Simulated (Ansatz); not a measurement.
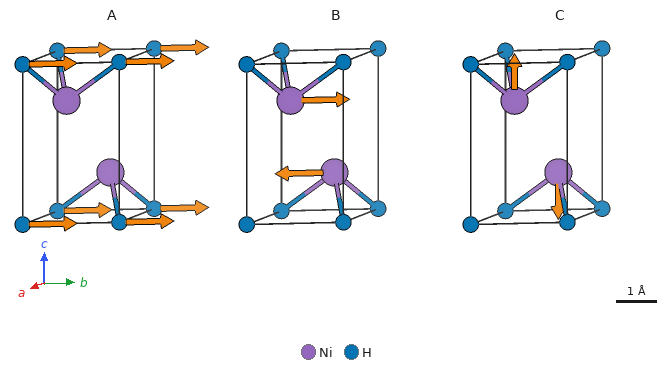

Modes of solid Ni₂H, space group P-3m1 (No. 164), at the zone centre (one member of each degenerate set). The orange arrows give the relative displacements of the atoms. A ball-and-stick model of the cell of the calculation, seen slightly off an axis.

All numbers below come from DFT LDA, scalar-relativistic, plane waves, PAW (Ansatz 0.2.0).

The frequencies depend somewhat on the k-mesh and the smearing.

### Give the symmetry species and the selection rules of each.

A is E_u, infrared-active by symmetry (785 cm⁻¹). B is E_g, Raman-active by symmetry (142 cm⁻¹). C is A₁g, Raman-active by symmetry (306 cm⁻¹). The crystal has a centre of inversion, so no mode is both. In a metal the free carriers screen the infrared response.

Limits of the set-up: an element that often carries a moment was run without spin polarisation.
